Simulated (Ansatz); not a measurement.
# Run report: Bi₂Te₃, field-gradient calculation

- system: Bi₂Te₃ (R-3m, 5 atoms in the cell)
- method: DFT, PBEsol, PAW with Ansatz's default frozen-core files, scalar-relativistic, no spin polarisation (Ansatz 0.2.0)

The structure derives from an entry of the Crystallography Open Database. Its volume is 0.96 times that of the source entry. It belongs to a series of runs on one base structure; here: volume scaled by 0.96, PAW files. Figures and captions count atoms from 1; the log counts them from 0 in places.

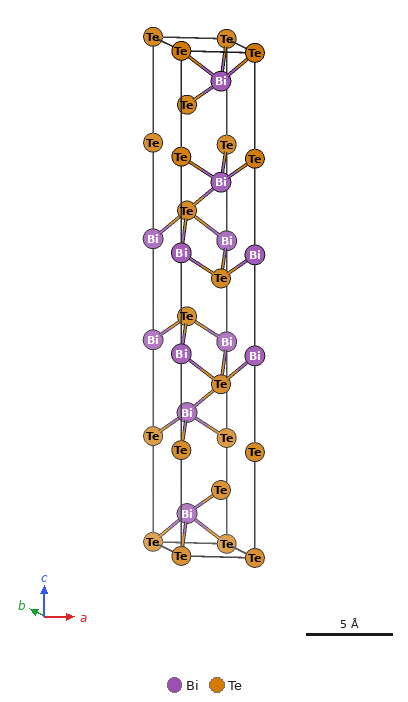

Figure 1. The input geometry (ball-and-stick view of the cell 3 times as large as that of the calculation, set on its symmetry axes, seen slightly off an axis). An atom can appear more than once, as a periodic image.

**Results in brief**

- outcome: converged
- space group (tolerance 0.01 Å): R-3m (166)
- electrons treated: 78
- free energy: −45189.6327 eV
- Fermi energy: 9.959 eV
- pressure: 1.68 GPa
- field gradient V_zz (10²¹ V/m²): Bi 2.38, Bi 2.38, Te 9.79, Te 0.99, Te 0.99
- largest force (length of the vector): 0.148 eV/Å
- hardware: 2 threads of Arm Neoverse V1, 24 GiB of memory available, shared host
- wall time: 13 s (CPU time 25 s)
- peak memory: 0.62 GiB

Warnings of the run: the field gradients leave out spin–orbit coupling. Spin–orbit coupling is left out, which matters for Bi.

**Input**
```yaml
crystal:
  lattice:
    - [2.1633617825, 1.2490175074, 10.0282792391]
    - [-2.1633617825, 1.2490175074, 10.0282792391]
    - [0.0, -2.4980350149, 10.0282792391]
  atoms:
    - { symbol: Bi, position: [0.4, 0.4, 0.4] }
    - { symbol: Bi, position: [0.6, 0.6, 0.6] }
    - { symbol: Te, position: [0.0, 0.0, 0.0] }
    - { symbol: Te, position: [0.2095, 0.2095, 0.2095] }
    - { symbol: Te, position: [0.7905, 0.7905, 0.7905] }
kpoints:
  mp_grid: { grid: [7, 7, 7] }
scf:
  occupations: { method: fermi_dirac, width: 0.08 }
hamiltonian:
  xc: pbesol
  pseudopotentials: { kind: paw }
output:
  forces: true
  stress: true
  eigenvalues: true
  efg: { contact_densities: true }
```

Launch command:
```bash
ansatz run input.yaml --threads 2 --pin off --max-ram 8192MiB --backend cpu --events-out ev --progress --plain --runs-dir out
```

**Output**
```
basis.fft_grid_basis auto: the FFT boxes are laid along the combinations [[1, 0, -1], [0, 1, -1], [0, 0, 1]] of the cell's own vectors, 4.327, 4.327 and 10.335 Å long. The dense box has 30×30×72 points. Along the cell's own vectors, as sized, it would have 72×72×72, 5.76 times as many. Of the 12 symmetry operations that the crystal satisfies within crystal.symmetry.tolerance (time reversal apart; of a slab, those that keep its plane) the dense box along the cell's own vectors carries 12, and the one as laid loses 8 of those. basis.fft_grid_basis: typed keeps the cell's own vectors: state it where this run's energies or levels are differenced outside the engine with another run's, or held beside a run that keeps those vectors.
Te, Bi: output.efg is read without spin–orbit coupling, which moves field gradients at and beside such atoms by some per cent and up to a factor of two; PAW files take it under magnetization.noncollinear and magnetization.spin_orbit
Engine: ansatz 0.2.0, aarch64-unknown-linux-gnu
Pseudopotentials: kind: paw
Pseudopotential: Bi, paw, valence charge 15, recommended cutoff 420 eV (normal), Bi.paw.azcp
Pseudopotential: Te, paw, valence charge 16, recommended cutoff 420 eV (normal), Te.paw.azcp
Functional definition: PBEsol
  exchange = pbesol_x
  correlation = pbesol_c
Crystal: 5 atoms, lattice volume = 162.583 Å³
Basis set: ecut = 420 eV, 3189 PW (Γ), FFT grids on a1−a3, a2−a3, a3, exchange–correlation on 60×60×144 points (8 copies of the dense FFT grid, shifted against one another)
Bands: 47, of which v1, the nominal top of the filled ones, is band 39 counted from 1 (38 counted from 0)
Symmetry: 12 space group operations
Space group: R-3m (ITA 166), of the structure as read, at distance tolerance 5.5e-5 Å
k-points: 44 of 343
Non-local potential: Bi, projectors of the file, l = 0: 2, l = 1: 2, l = 2: 2, l = 3: 2
Non-local potential: Te, projectors of the file, l = 0: 2, l = 1: 2, l = 2: 2, l = 3: 2
PAW form: soft (Blöchl's): semilocal exchange-correlation on the pseudo side does not see the compensation charge
PAW frozen core: Bi, regenerated for the run's functional, and the local potential with it (the file was generated under x = pbe(κ = 0.804, μ = 0.2195149727645171), c = pbe(β = 0.06672455060314922))
PAW frozen core: Te, regenerated for the run's functional, and the local potential with it (the file was generated under x = pbe(κ = 0.804, μ = 0.2195149727645171), c = pbe(β = 0.06672455060314922))
PAW one-centre angular grid: Bi, 590 points (default); XC on 64 Gauss nodes
PAW one-centre angular grid: Te, 590 points (default); XC on 64 Gauss nodes
Initial density: superposition of atomic densities (neutral atoms: chi_scale 0, normalization atom), corrected by the library's trained network
Initial wavefunctions: pseudopotential atomic-orbital guess
Functional: x = pbesol(κ = 0.804, μ = 0.12345679012345678), c = pbesol(β = 0.046)
SCF iter   1: F=—  HF=-45189.639004 eV  |F-HF|=—  |Δ(HF+E_count)|=         —  Δρ=2.02e-3  dr2=9.75e-3  ethr=1.77e-3  ⟨swp⟩=9.3  Hψ=9153  notcnv=0
preconditioner: auto → Resta (q_TF=auto, 2.414 Å⁻¹)  ε∞=4.2  [insulator: Δε(μ)=0.203 eV  Ē_g=8.576 eV  σ=0.080 eV  W_gap=0.56  n_scr=42 (ndim 8)  ℏωp=15.4 eV  f_vac=0.011  D(μ)=0.06/eV (n_scr^D=0)  ε∞_Penn≈4.2]
SCF iter   2: F=—  HF=-45189.632884 eV  |F-HF|=—  |Δ(HF+E_count)|=   6.12e-3  Δρ=1.10e-3  dr2=1.94e-3  ethr=1.25e-5  ⟨swp⟩=2.0  Hψ=3481  notcnv=0
SCF iter   3: F=—  HF=-45189.632654 eV  |F-HF|=—  |Δ(HF+E_count)|=   2.30e-4  Δρ=2.87e-4  dr2=2.82e-4  ethr=2.49e-6  ⟨swp⟩=2.8  Hψ=3622  notcnv=0
SCF iter   4: F=—  HF=-45189.632643 eV  |F-HF|=—  |Δ(HF+E_count)|=   1.11e-5  Δρ=1.40e-4  dr2=3.46e-5  ethr=3.61e-7  ⟨swp⟩=1.7  Hψ=2229  notcnv=0
SCF iter   5: F=—  HF=-45189.632672 eV  |F-HF|=—  |Δ(HF+E_count)|=   2.91e-5  Δρ=4.21e-5  dr2=6.08e-6  ethr=4.44e-8  ⟨swp⟩=3.0  Hψ=4044  notcnv=0
SCF iter   6: F=—  HF=-45189.632672 eV  |F-HF|=—  |Δ(HF+E_count)|=   3.31e-7  Δρ=1.35e-5  dr2=4.52e-7  ethr=7.79e-9  ⟨swp⟩=3.0  Hψ=3804  notcnv=0
SCF iter   7: F=-45189.632672 eV  HF=-45189.632672 eV  |F-HF|=2.15e-9  |Δ(HF+E_count)|=   2.55e-7  Δρ=3.21e-6  dr2=1.68e-8  ethr=1.28e-10  ⟨swp⟩=9.4  Hψ=9635  notcnv=0
SCF 1 converged in 7 iterations: F = -45189.632672 eV  dr2 = 1.68e-8
  greatest PAW one-centre occupation: 0.998 electrons in one spin orbital (limit 2), on the Te atom at site 4 (counted from 0), in its partial waves of l = 2
SCF converged after 7 iterations
Free energy (F): -45189.632672 eV
Harris-Foulkes:  -45189.632672 eV  (|F-HF|=2.15e-9)
Internal energy: -45189.631010 eV  (E = F + TS)
E sigma→0 (E₀):  -45189.631841 eV
Entropy (-TS):   -0.001662 eV (-0.332 meV/atom)
Fermi energy:    9.959129 eV
--- Per-component energies (eV) ---
  E_band       = -956.846922
  E_kinetic    = 1148.558800
  E_local      = -6710.415187  (includes V_loc(G=0)·N_el)
  E_nonlocal   = 202.876787
  E_hartree    = 3360.175021
  E_xc         = -673.087351
  E_vxc        = -603.686585  (∫ρ·V_xc dr)
  E_paw        = -34772.321810  (= ΣΔE_a)
  E_vpaw       = -1714.527634  (= ΣTr[D̂ρ^β])
  E_aug_tail   = -0.001445  (compensation charges beyond the density's cutoff)
  E_ewald      = -7746.719776
  E_core_change = 1.303950  (= ΣΔE_core)
  E_smearing   = -0.001662  (= −TS)
  E_closure    = 0.000000  (closes the sum)
  Σ components = -45189.632672   (vs F -45189.632672, Δ=0.00e0)
--- Forces (eV/Å), atoms counted from 1 ---
  atom   1  Bi     0.00000000     0.00000000    -0.06019346
  atom   2  Bi     0.00000000    -0.00000000     0.06019346
  atom   3  Te    -0.00000000     0.00000000    -0.00000000
  atom   4  Te     0.00000000     0.00000000    -0.14786798
  atom   5  Te     0.00000000    -0.00000000     0.14786798
  max |Σ_I F_I| component: 5.75e-32 eV/Å
--- Stress (GPa, compression-positive) ---
        1.730698       0.000000      -0.000000
        0.000000       1.730698       0.000000
       -0.000000       0.000000       1.568386
  P = ⅓ Tr σ = 1.6766 GPa (16.766 kbar)
--- PAW observables at the nuclei: V_zz in 10²¹ V/m², potentials from the cell's mean, atoms counted from 1 ---
  atom   1  Bi V_zz =    +2.379122   η = 0.0000   by run symmetry: allowed
            electrostatic potential = -17829.667220 V   contact ρ = 17884136.054938 e/Å³
  atom   2  Bi V_zz =    +2.379122   η = 0.0000   by run symmetry: allowed
            electrostatic potential = -17829.667220 V   contact ρ = 17884136.054938 e/Å³
  atom   3  Te V_zz =    +9.791556   η = 0.0000   by run symmetry: allowed
            electrostatic potential = -8649.600360 V   contact ρ = 1466664.384036 e/Å³
  atom   4  Te V_zz =    +0.987534   η = 0.0000   by run symmetry: allowed
            electrostatic potential = -8649.422868 V   contact ρ = 1466681.190099 e/Å³
  atom   5  Te V_zz =    +0.987534   η = 0.0000   by run symmetry: allowed
            electrostatic potential = -8649.422868 V   contact ρ = 1466681.190099 e/Å³
--- Band table (eV; the first three rows and the last of 44) ---
  k-point 0: bands = ["-26.9272", "-26.9272", "-26.9204", "-26.9180", "-26.9176", "-26.9176", "-26.9170", "-26.9170", "-26.9149", "-26.9149", "-26.7792", "-26.7740", "-26.7740", "-26.7428", "-26.7428", "-13.3579", "-13.3579", "-13.3556", "-13.3556", "-13.3438", "-13.3422", "-13.3396", "-13.3396", "-13.3378", "-13.3378", "-3.8561", "-3.0771", "-1.8450", "0.8610", "1.3525", "7.4013", "7.6609", "7.9777", "7.9777", "8.0140", "8.0140", "8.8897", "8.8897", "9.8460", "10.0583", "10.4135", "10.4135", "11.7620", "11.9609", "11.9609", "14.5002", "15.0323"]
  k-point 1: bands = ["-26.9271", "-26.9269", "-26.9200", "-26.9188", "-26.9176", "-26.9173", "-26.9169", "-26.9166", "-26.9148", "-26.9147", "-26.7791", "-26.7741", "-26.7740", "-26.7428", "-26.7425", "-13.3604", "-13.3577", "-13.3559", "-13.3536", "-13.3425", "-13.3411", "-13.3400", "-13.3390", "-13.3385", "-13.3371", "-3.6673", "-2.9163", "-1.7064", "0.6915", "1.2010", "6.4870", "6.6154", "7.3456", "7.3504", "8.0675", "8.4173", "8.6263", "8.8015", "9.1464", "11.0634", "11.1330", "11.2137", "11.7439", "11.8319", "12.5006", "13.9492", "14.6272"]
  k-point 2: bands = ["-26.9271", "-26.9263", "-26.9203", "-26.9193", "-26.9175", "-26.9169", "-26.9163", "-26.9162", "-26.9149", "-26.9146", "-26.7788", "-26.7743", "-26.7741", "-26.7427", "-26.7419", "-13.3665", "-13.3632", "-13.3530", "-13.3502", "-13.3443", "-13.3418", "-13.3369", "-13.3357", "-13.3347", "-13.3342", "-3.1147", "-2.4791", "-1.3409", "0.0493", "0.7480", "5.2969", "5.9479", "6.2680", "6.7929", "7.2726", "7.4329", "8.7043", "8.7993", "9.1549", "10.7606", "11.1793", "11.3884", "12.4778", "12.7026", "13.2515", "14.0391", "15.1939"]
  k-point 43: bands = ["-26.9271", "-26.9269", "-26.9200", "-26.9188", "-26.9176", "-26.9173", "-26.9169", "-26.9166", "-26.9148", "-26.9147", "-26.7791", "-26.7741", "-26.7740", "-26.7428", "-26.7425", "-13.3604", "-13.3577", "-13.3559", "-13.3536", "-13.3424", "-13.3411", "-13.3400", "-13.3390", "-13.3385", "-13.3370", "-3.5173", "-3.2369", "-1.2122", "-0.0902", "1.6940", "6.3522", "6.8860", "7.4752", "7.5025", "7.6918", "7.9095", "8.6583", "9.0037", "9.6111", "10.4085", "10.7323", "11.4296", "12.0700", "12.1872", "12.5504", "14.2730", "14.8690"]
```

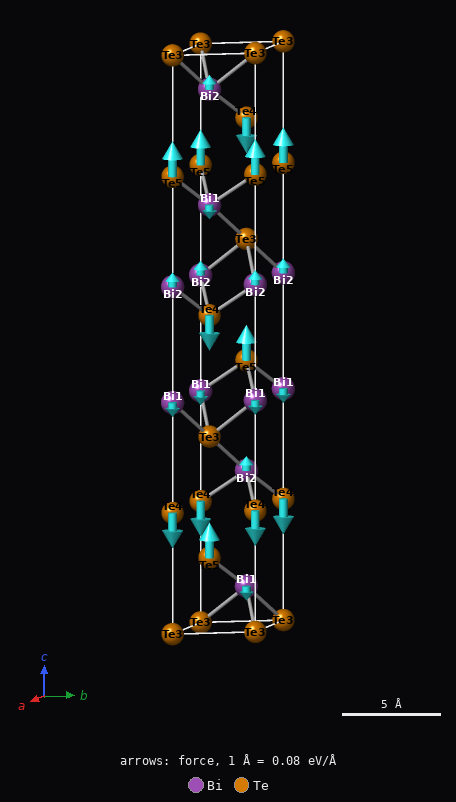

Figure 2. Forces on the atoms as teal arrows (ball-and-stick view of the cell 3 times as large as that of the calculation, set on its symmetry axes, seen slightly off an axis; atoms are numbered from 1 in the order of the input). The largest act on Te4, Te5 (0.15 eV/Å); Bi1, Bi2 (0.06 eV/Å). The geometry is not a stationary point of this energy.
